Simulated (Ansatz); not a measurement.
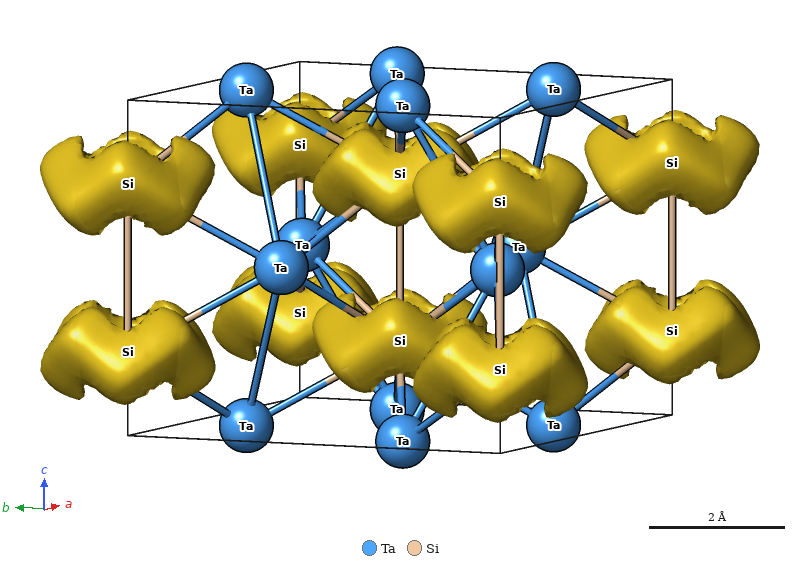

*Ta$_{2}$Si. Isosurface of the ELF at 0.65 (yellow), seen at an oblique angle. Core shells and regions of very low density are left out. Sticks mark near contacts.*

Space group I4/mcm; a structure from a database of computed crystals, not necessarily the ambient phase.

Method: Ansatz 0.2.0, DFT LDA, scalar-relativistic, plane waves, PAW.

Core electrons are frozen (PAW), and the valence fields are smoothed inside the atomic spheres.

Input

```
crystal:
  lattice:
    - [-3.0463566574, 3.0463566574, 2.504751879]
    - [3.0463566574, -3.0463566574, 2.504751879]
    - [3.0463566574, 3.0463566574, -2.504751879]
  atoms:
    - { symbol: Ta, position: [0.6629488272, 0.8370511728, 0.5] }
    - { symbol: Ta, position: [0.8370511728, 0.3370511728, 0.1741023456] }
    - { symbol: Ta, position: [0.3370511728, 0.1629488272, 0.5] }
    - { symbol: Ta, position: [0.1629488272, 0.6629488272, 0.8258976544] }
    - { symbol: Si, position: [0.25, 0.25, 0.0] }
    - { symbol: Si, position: [0.75, 0.75, 0.0] }
basis:
  ecutwfc: 420
kpoints:
  mp_grid: { grid: [10, 10, 10] }
hamiltonian:
  xc: lda
scf:
  occupations: { method: gaussian, width: 0.15 }
output:
  forces: true
  stress: true
  eigenvalues: true
  write_density: true
  write_potential: true
  elf: true
  volumetric_format: npy
```

Launched as:

```sh
ansatz run input.yaml --threads 2 --pin off --max-ram 5120MiB --backend cpu --events-out ev --progress --plain --runs-dir out
```

Below, planes, directions and counts refer to the conventional cell (a = 6.09 Å, b = 6.09 Å, c = 5.01 Å, α = 90.00°, β = 90.00°, γ = 90.00°).

Question: Where are the electrons localised?

Answer: The ELF exceeds this value in four regions wrapped around Si (the valence shell of each), counted in one cell of 12 atoms. Any copies at cell faces, edges or corners count once.

Values along the shortest contacts:
Si–Si (2.50 Å): the ELF peaks at about 0.65 between the atoms. Ta–Si (2.60 Å): the ELF peaks at about 0.65 in the valence shell of Si, 0.9 Å from its nucleus, and is about 0.30 at the midpoint.

Question: Does the calculation give a band gap?

Answer: It is gapless in this calculation (a metal or semimetal).
